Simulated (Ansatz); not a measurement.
Input of the run:

```
crystal:
  lattice:
    - [6.5589506404, 0.0, 0.0]
    - [0.0, 5.2931304652, 0.0]
    - [0.0, 0.0, 27.1019208562]
  atoms:
    - { symbol: Zn, position: [0.5, 0.9984973118, 0.2951820295] }
    - { symbol: Zn, position: [0.0, 0.9984973118, 0.2951820295] }
    - { symbol: O, position: [0.5, 0.6194026882, 0.2951820295] }
    - { symbol: O, position: [0.0, 0.6194026882, 0.2951820295] }
    - { symbol: Zn, position: [0.75, 0.4984973118, 0.3301132428] }
    - { symbol: Zn, position: [0.25, 0.4984973118, 0.3301132428] }
    - { symbol: O, position: [0.75, 0.1194026882, 0.3301132428] }
    - { symbol: O, position: [0.25, 0.1194026882, 0.3301132428] }
    - { symbol: Zn, position: [0.75, 0.9984973118, 0.3999756695] }
    - { symbol: Zn, position: [0.25, 0.9984973118, 0.3999756695] }
    - { symbol: O, position: [0.75, 0.6194026882, 0.3999756695] }
    - { symbol: O, position: [0.25, 0.6194026882, 0.3999756695] }
    - { symbol: Zn, position: [0.0003489109, 0.4944346738, 0.4322458881] }
    - { symbol: Zn, position: [0.4996510891, 0.4944346738, 0.4322458881] }
    - { symbol: O, position: [-8.80096e-05, 0.1174572488, 0.4339988573] }
    - { symbol: O, position: [0.5000880096, 0.1174572488, 0.4339988573] }
    - { symbol: Zn, position: [-5.60936e-05, 0.9959070278, 0.5076060592] }
    - { symbol: Zn, position: [0.5000560936, 0.9959070278, 0.5076060592] }
    - { symbol: O, position: [0.0002193323, 0.6181876655, 0.5042928851] }
    - { symbol: O, position: [0.4997806677, 0.6181876655, 0.5042928851] }
    - { symbol: Zn, position: [0.25, 0.4637951888, 0.5281239246] }
    - { symbol: Zn, position: [0.75, 0.4600450373, 0.5259533203] }
    - { symbol: O, position: [0.25, 0.1120989993, 0.5377887663] }
    - { symbol: O, position: [0.75, 0.113103395, 0.5381899519] }
basis:
  ecutwfc: 420
kpoints:
  mp_grid: { grid: [3, 3, 1] }
hamiltonian:
  xc: pbe
scf:
  occupations: { method: gaussian, width: 0.05 }
output:
  forces: true
  eigenvalues: true
  write_density: true
  volumetric_format: npy
efield:
  axis: 3
  dipole_correction: true
  ramp_width: 0.04
```

Run as:
```bash
ansatz run input.yaml --threads 4 --pin off --max-ram 10240MiB --backend cpu --events-out ev --progress --plain --runs-dir out
```

What does the potential across the slab give for the band edges against vacuum?

From the vacuum level at the right face the ionisation potential is 5.65 eV and the electron affinity 4.95 eV; at the left face they are 5.15 and 4.44 eV. The slab's gap, their difference before rounding, is 0.70 eV. The vacuum level is 0.50 eV higher at the right than at the left, so the slab carries a dipole along its normal; the ramp in the vacuum, at or near the edge of the plot, is the dipole correction that keeps each side flat. The outermost atoms are 6.6 Å apart, which leaves 20.5 Å of vacuum in a cell 27.1 Å high.

The atoms aren't at rest in this cell (largest force 1.8 eV/Å), so the relaxed material can differ.

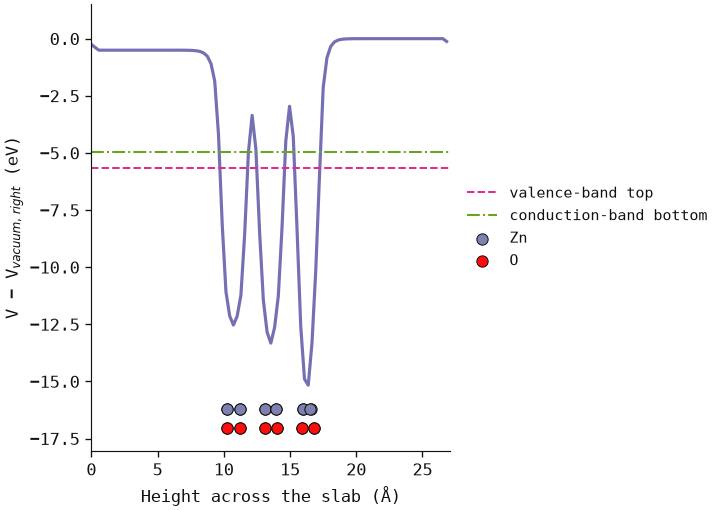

Plane-averaged electrostatic potential energy of an electron across the slab; circles at the bottom mark the heights of the atoms.
